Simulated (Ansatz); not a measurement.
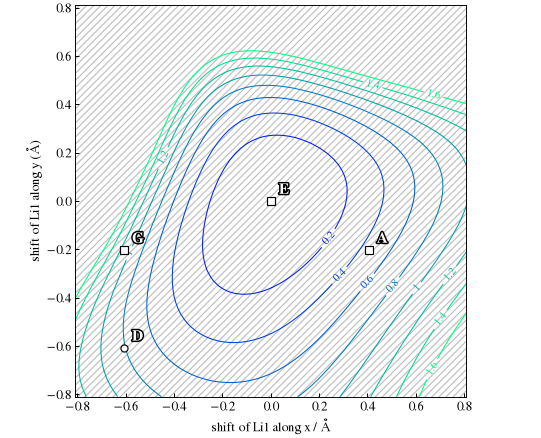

Li₄NbO₄ (I4/m, No. 87; 9 atoms in the cell). One atom moved over a plane, all else fixed (x along [1 0 0], y along [0 −1 0], z along [0 0 −1] of the conventional cell). Coordinates scanned: (1) shift of Li1 along x; (2) shift of Li1 along y. Nothing is relaxed (all other atoms fixed). The grid has 9 × 9 points. At 6 points there is no value (left out of the scan, as a rule where atoms come close). All energies are given in eV per cell relative to the lowest grid point. All numbers below come from Ansatz, DFT PBEsol, scalar-relativistic, plane waves, PAW. Settings: cutoff 420 eV, k-mesh 10×10×10, gaussian smearing 0.05 eV, no spin polarisation.

In the figure: contour lines labelled in eV (none above 1.6), hatched blanks where no value was computed, lettered points. Between grid points the surface is interpolated.

> Is G the lowest point of the computed grid?

No. G lies 1.13 eV above the lowest grid point, which is at shift of Li1 along x = 0.000 Å, shift of Li1 along y = 0.000 Å.

> What kind of point is each of A, D, E: minimum, saddle, maximum or slope?

A: on a slope; D: on a slope; E: minimum. (In these two coordinates alone; a stationary point may lie a little off the grid point.)

PAW datasets: the set soft_1.
